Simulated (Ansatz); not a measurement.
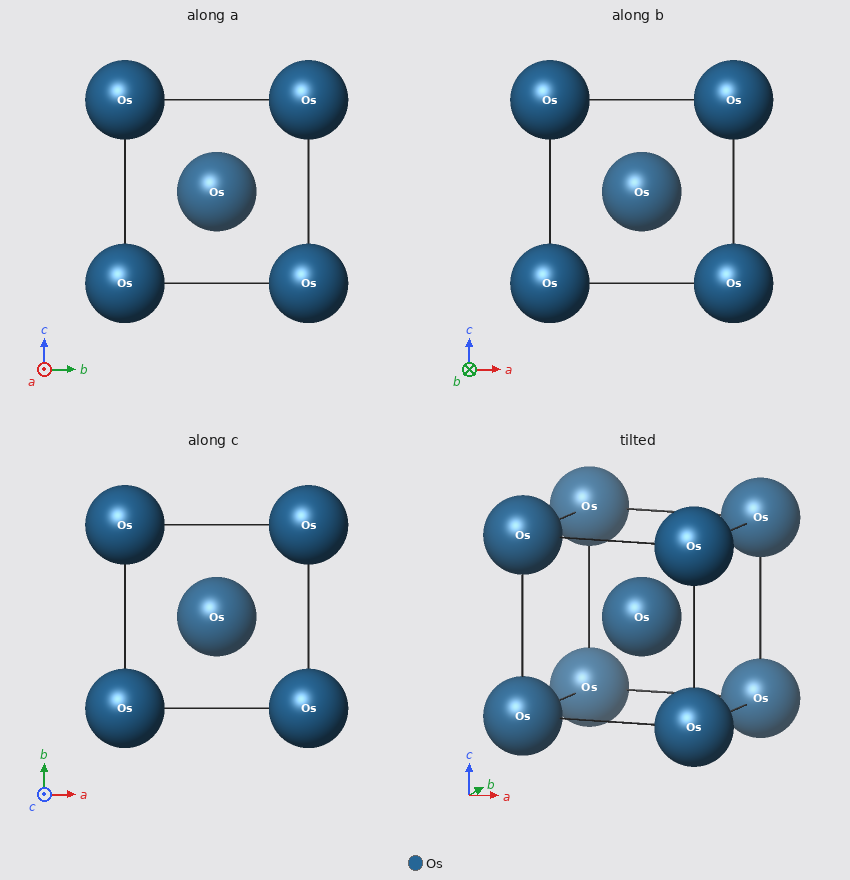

View along the a axis, along the b axis, along the c axis and slightly off an axis, drawn as a spheres-only model. The edges of the conventional unit cell are marked.

Lattice parameters: a = 3.070 Å, b = 3.070 Å, c = 3.070 Å, α = 90.00°, β = 90.00°, γ = 90.00°. Put a along x and b in the xy plane.

Give the structure in the form of a POSCAR file.

```
Os
1.0
     3.070    0.000    0.000
     0.000    3.070    0.000
     0.000    0.000    3.070
Os
2
Direct
  0.0000 0.0000 0.0000
  0.5000 0.5000 0.5000
```

The cell started as a structure type filled with this element by a generator (whether the element takes this form wasn't checked). Earlier steps of the study may have refined or changed the cell and positions. It went into a calculation with Ansatz.
